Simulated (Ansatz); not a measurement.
# Two runs on Al₃Ni₅

System: Al₃Ni₅ (Amm2, 8 atoms in the cell).
Method of the first run: DFT PBEsol, scalar-relativistic, plane waves, PAW, no spin polarisation (Ansatz 0.2.0).

The structure derives from a Materials Project entry. Text and figures count atoms from 1; the logs count them from 0 in places.

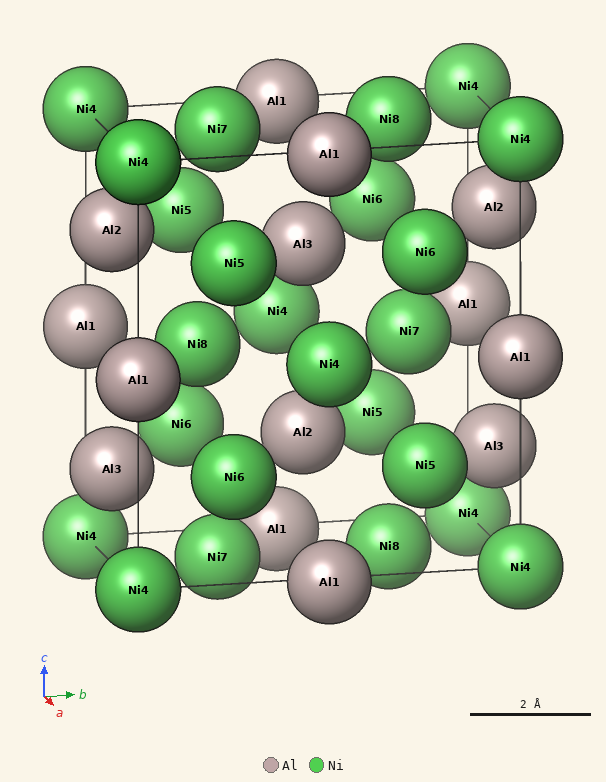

Figure 1. The structure (spheres-only view of the cell 2 times as large as that of the calculation, set on its symmetry axes, seen slightly off an axis; atoms are numbered from 1 in the order of the input). An atom can appear more than once, as a periodic image.

**Input, the first run**
```yaml
crystal:
  lattice:
    - [3.293332276, -3.6919375971, 0.0]
    - [3.293332276, 3.6919375971, 0.0]
    - [0.0, 0.0, 3.7203545651]
  atoms:
    - { symbol: Al, position: [0.4909668029, 0.5090331971, 0.0] }
    - { symbol: Al, position: [0.7796888787, 0.2203111213, 0.5] }
    - { symbol: Al, position: [0.2203111213, 0.7796888787, 0.5] }
    - { symbol: Ni, position: [0.0, 0.0, 0.0] }
    - { symbol: Ni, position: [0.0, 0.5, 0.0] }
    - { symbol: Ni, position: [0.5, 0.0, 0.0] }
    - { symbol: Ni, position: [0.2762373066, 0.2762373066, 0.5] }
    - { symbol: Ni, position: [0.7237626934, 0.7237626934, 0.5] }
basis:
  ecutwfc: 420
kpoints:
  mp_grid: { grid: [8, 8, 10] }
hamiltonian:
  xc: pbesol
scf:
  occupations: { method: gaussian, width: 0.15 }
output:
  forces: true
  stress: true
  eigenvalues: true
```

Launched with:
```bash
ansatz run input.yaml --threads 2 --pin off --max-ram 5120MiB --backend cpu --events-out ev --progress --plain --runs-dir out
```

Hardware: 2 threads of Intel Xeon @ 2.50GHz (Skylake/Cascade Lake), 189 GiB of memory available, shared host.

**Output, shortened to warnings, some set-up lines, iterations and results (the first run)**
```
Basis set: ecut = 420 eV, 1779 PW (Γ), exchange–correlation on 72×72×50 points (8 copies of the dense FFT grid, shifted against one another)
Symmetry: 4 space group operations
k-points: 126 of 640 (time reversal used)
Initial density: superposition of atomic densities (neutral atoms: chi_scale 0, normalization atom), corrected by the library's trained network
[...]
SCF iter   1: F=—  HF=-30603.172046 eV  |F-HF|=—  |Δ(HF+E_count)|=         —  Δρ=2.49e-2  dr2=3.36e-1  ethr=1.77e-3  ⟨swp⟩=6.8  Hψ=29024  notcnv=0  defer=27
SCF iter   2: F=—  HF=-30603.126808 eV  |F-HF|=—  |Δ(HF+E_count)|=   4.52e-2  Δρ=6.21e-3  dr2=2.67e-2  ethr=3.40e-4  ⟨swp⟩=3.0  Hψ=14817  notcnv=0  defer=396
SCF iter   3: F=—  HF=-30603.123362 eV  |F-HF|=—  |Δ(HF+E_count)|=   3.45e-3  Δρ=1.68e-3  dr2=2.76e-3  ethr=2.70e-5  ⟨swp⟩=1.0  Hψ=7199  notcnv=0  defer=396
SCF iter   4: F=—  HF=-30603.122876 eV  |F-HF|=—  |Δ(HF+E_count)|=   4.87e-4  Δρ=3.41e-4  dr2=8.42e-5  ethr=2.79e-6  ⟨swp⟩=2.1  Hψ=10524  notcnv=0  defer=396
SCF iter   5: F=—  HF=-30603.122985 eV  |F-HF|=—  |Δ(HF+E_count)|=   1.09e-4  Δρ=9.48e-5  dr2=9.84e-6  ethr=8.50e-8  ⟨swp⟩=2.3  Hψ=12193  notcnv=0  defer=396
SCF iter   6: F=—  HF=-30603.122983 eV  |F-HF|=—  |Δ(HF+E_count)|=   1.84e-6  Δρ=5.22e-5  dr2=2.74e-6  ethr=9.94e-9  ⟨swp⟩=2.0  Hψ=10542  notcnv=0  defer=396
SCF iter   7: F=-30603.122983 eV  HF=-30603.122983 eV  |F-HF|=9.80e-8  |Δ(HF+E_count)|=   3.20e-7  Δρ=1.24e-5  dr2=9.65e-8  ethr=1.01e-10  ⟨swp⟩=8.8  Hψ=35415  notcnv=0
SCF 1 converged in 7 iterations: F = -30603.122983 eV  dr2 = 9.65e-8
SCF converged after 7 iterations
Free energy (F): -30603.122983 eV
Harris-Foulkes:  -30603.122983 eV  (|F-HF|=9.80e-8)
Internal energy: -30603.080152 eV  (E = F + TS)
E sigma→0 (E₀):  -30603.101567 eV
Entropy (-TS):   -0.042831 eV (-5.354 meV/atom)
Fermi energy:    15.317814 eV
--- Per-component energies (eV) ---
  E_band       = -1591.467348
  E_kinetic    = 1505.112191
  E_local      = -21189.593760  (includes V_loc(G=0)·N_el)
  E_nonlocal   = 3217.839076
  E_hartree    = 9081.676517
  E_xc         = -548.210244
  E_vxc        = -644.024486  (∫ρ·V_xc dr)
  E_paw        = -9347.508769  (= ΣΔE_a)
  E_vpaw       = -2644.144840  (= ΣTr[D̂ρ^β])
  E_aug_tail   = 0.002316  (compensation charges beyond the density's cutoff)
  E_ewald      = -13323.441340
  E_core_change = 1.043861  (= ΣΔE_core)
  E_smearing   = -0.042831  (= −TS)
  E_closure    = 0.000000  (closes the sum)
  Σ components = -30603.122983   (vs F -30603.122983, Δ=0.00e0)
--- Forces (eV/Å), atoms counted from 1 ---
  atom   1  Al     0.00000000    -0.56232712    -0.00000000
  atom   2  Al     0.00000000     0.10224162     0.00000000
  atom   3  Al     0.00000000     0.11786086     0.00000000
  atom   4  Ni     0.00000000    -0.00733292    -0.00000000
  atom   5  Ni    -0.16181024     0.17354754     0.00000000
  atom   6  Ni     0.16181024     0.17354754     0.00000000
  atom   7  Ni     0.00653130     0.00122892     0.00000000
  atom   8  Ni    -0.00653130     0.00122892    -0.00000000
  max |Σ_I F_I| component: 4.63e-6 eV/Å
--- Stress (GPa, compression-positive) ---
        0.028747       0.000000      -0.000000
        0.000000       0.207786      -0.000000
       -0.000000      -0.000000       0.109195
  P = ⅓ Tr σ = 0.1152 GPa (1.152 kbar)
```

The second run used a changed input.

**The two runs side by side**

```tsv
quantity	the first run	the second run
outcome	converged	converged
free energy per atom (eV)	−3825.3904	−3825.3874
energy per atom, smearing taken to zero (eV)	−3825.3877	−3825.3848
gap on the mesh (eV)	0.00	0.00
pressure (GPa)	0.12	0.22
largest force (eV/Å)	0.562	0.848
SCF iterations	7	7
irreducible k-points	126	126
plane waves at Γ	1779	1779
wall time (shared host)	63 s	63 s
```

What was changed in the input?

The change (lines with − go, lines with + come):
```diff
-    - { symbol: Al, position: [0.4909668029, 0.5090331971, 0.0] }
+    - { symbol: Al, position: [0.5135430241, 0.4864569759, 0.0] }
```

With the same functional and potentials, the second run lies 2.9 meV per atom higher. The largest force goes from 0.562 to 0.848 eV/Å. The number of SCF iterations is the same.

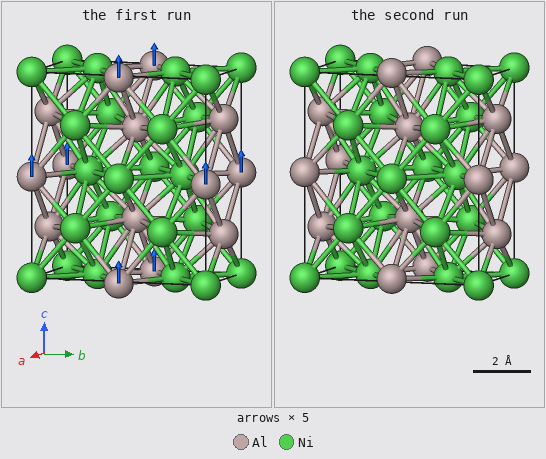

Figure 2. The two input geometries at one scale (ball-and-stick view of the cell 2 times as large as that of the calculation, set on its symmetry axes, seen slightly off an axis). The blue arrows on the first give the shifts of the atoms relative to the cell, magnified 5 times. The largest move is that of an Al atom, 0.17 Å. Ni stays in place. The cell stays as it was. Among the contacts that change: Al–Ni 2.424 → 2.549 Å, Al–Al 2.730 → 2.855 Å, Al–Ni 2.524 → 2.400 Å, Al–Al 2.829 → 2.706 Å.

**Output, shortened to warnings, some set-up lines, iterations and results (the second run)**
```
Basis set: ecut = 420 eV, 1779 PW (Γ), exchange–correlation on 72×72×50 points (8 copies of the dense FFT grid, shifted against one another)
Symmetry: 4 space group operations
k-points: 126 of 640 (time reversal used)
Initial density: superposition of atomic densities (neutral atoms: chi_scale 0, normalization atom), corrected by the library's trained network
[...]
SCF iter   1: F=—  HF=-30603.148396 eV  |F-HF|=—  |Δ(HF+E_count)|=         —  Δρ=2.48e-2  dr2=3.34e-1  ethr=1.77e-3  ⟨swp⟩=6.8  Hψ=29021  notcnv=0  defer=28
SCF iter   2: F=—  HF=-30603.103348 eV  |F-HF|=—  |Δ(HF+E_count)|=   4.50e-2  Δρ=6.20e-3  dr2=2.65e-2  ethr=3.38e-4  ⟨swp⟩=3.0  Hψ=14787  notcnv=0  defer=401
SCF iter   3: F=—  HF=-30603.099926 eV  |F-HF|=—  |Δ(HF+E_count)|=   3.42e-3  Δρ=1.67e-3  dr2=2.75e-3  ethr=2.68e-5  ⟨swp⟩=1.0  Hψ=7193  notcnv=0  defer=401
SCF iter   4: F=—  HF=-30603.099443 eV  |F-HF|=—  |Δ(HF+E_count)|=   4.83e-4  Δρ=3.40e-4  dr2=8.51e-5  ethr=2.77e-6  ⟨swp⟩=2.1  Hψ=10554  notcnv=0  defer=401
SCF iter   5: F=—  HF=-30603.099520 eV  |F-HF|=—  |Δ(HF+E_count)|=   7.68e-5  Δρ=9.51e-5  dr2=1.01e-5  ethr=8.60e-8  ⟨swp⟩=2.2  Hψ=12148  notcnv=0  defer=401
SCF iter   6: F=—  HF=-30603.099518 eV  |F-HF|=—  |Δ(HF+E_count)|=   1.85e-6  Δρ=5.20e-5  dr2=2.71e-6  ethr=1.02e-8  ⟨swp⟩=2.0  Hψ=10513  notcnv=0  defer=401
SCF iter   7: F=-30603.099518 eV  HF=-30603.099518 eV  |F-HF|=1.02e-7  |Δ(HF+E_count)|=   3.19e-7  Δρ=1.26e-5  dr2=9.99e-8  ethr=1.01e-10  ⟨swp⟩=8.9  Hψ=35692  notcnv=0
SCF 1 converged in 7 iterations: F = -30603.099518 eV  dr2 = 9.99e-8
SCF converged after 7 iterations
Free energy (F): -30603.099518 eV
Harris-Foulkes:  -30603.099518 eV  (|F-HF|=1.02e-7)
Internal energy: -30603.056680 eV  (E = F + TS)
E sigma→0 (E₀):  -30603.078099 eV
Entropy (-TS):   -0.042837 eV (-5.355 meV/atom)
Fermi energy:    15.317126 eV
--- Per-component energies (eV) ---
  E_band       = -1591.566244
  E_kinetic    = 1505.171584
  E_local      = -21190.211086  (includes V_loc(G=0)·N_el)
  E_nonlocal   = 3217.882738
  E_hartree    = 9081.911282
  E_xc         = -548.223835
  E_vxc        = -644.040289  (∫ρ·V_xc dr)
  E_paw        = -9347.535059  (= ΣΔE_a)
  E_vpaw       = -2644.182937  (= ΣTr[D̂ρ^β])
  E_aug_tail   = 0.002317  (compensation charges beyond the density's cutoff)
  E_ewald      = -13323.098482
  E_core_change = 1.043861  (= ΣΔE_core)
  E_smearing   = -0.042837  (= −TS)
  E_closure    = 0.000000  (closes the sum)
  Σ components = -30603.099518   (vs F -30603.099518, Δ=0.00e0)
--- Forces (eV/Å), atoms counted from 1 ---
  atom   1  Al     0.00000000     0.84776984     0.00000000
  atom   2  Al     0.00000000    -0.18715322    -0.00000000
  atom   3  Al     0.00000000    -0.14419280    -0.00000000
  atom   4  Ni     0.00000000     0.01104782     0.00000000
  atom   5  Ni     0.24505421    -0.26155000    -0.00000000
  atom   6  Ni    -0.24505421    -0.26155000    -0.00000000
  atom   7  Ni     0.01523606    -0.00218260     0.00000000
  atom   8  Ni    -0.01523606    -0.00218260    -0.00000000
  max |Σ_I F_I| component: 6.45e-6 eV/Å
--- Stress (GPa, compression-positive) ---
        0.151074       0.000000      -0.000000
        0.000000       0.342173      -0.000000
       -0.000000      -0.000000       0.179078
  P = ⅓ Tr σ = 0.2241 GPa (2.241 kbar)
```

For both runs: The run has no spin polarisation, so a magnetic state may lie lower.
